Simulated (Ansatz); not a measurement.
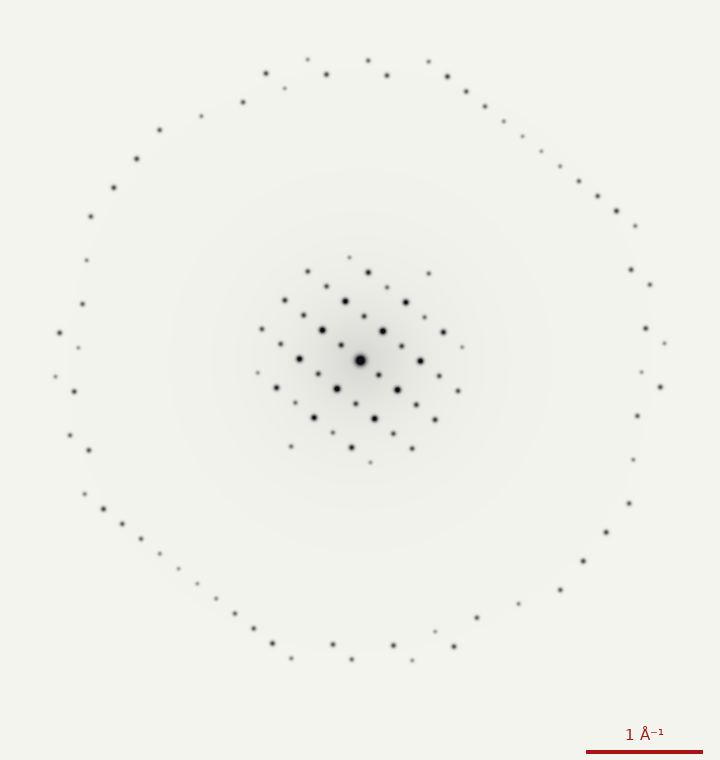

Wide-angle electron diffraction pattern, simulated kinematically at 60 kV (λ = 0.0487 Å, B = 0.2 Å², logarithmic intensity scale). The centre holds the zero-order Laue zone; the ring outside it is the first higher-order Laue zone that is excited.

Q: Measure the ring and find the spacing of the reciprocal-lattice layers along the beam.

A: The ring radius is about 2.6 Å⁻¹, so H ≈ λG²/2 is about 0.16 Å⁻¹, and 1/H, about 6.3 Å, is the shortest lattice translation along the beam.

The crystal is Br, space group I4/mmm (No. 139), a = 4.425 Å, c = 9.607 Å, seen along [110]. Structure: coordinates from a relaxation with DFT PBE, scalar-relativistic, plane waves, PAW (Ansatz 0.2.0); the starting structure was generated, so it need not be a known form of this composition.

Q: What symmetry do the zero layer and the whole pattern have?

A: Zero layer: 2mm. With the outer ring, and with Friedel's law holding in this kinematic picture: 2mm.
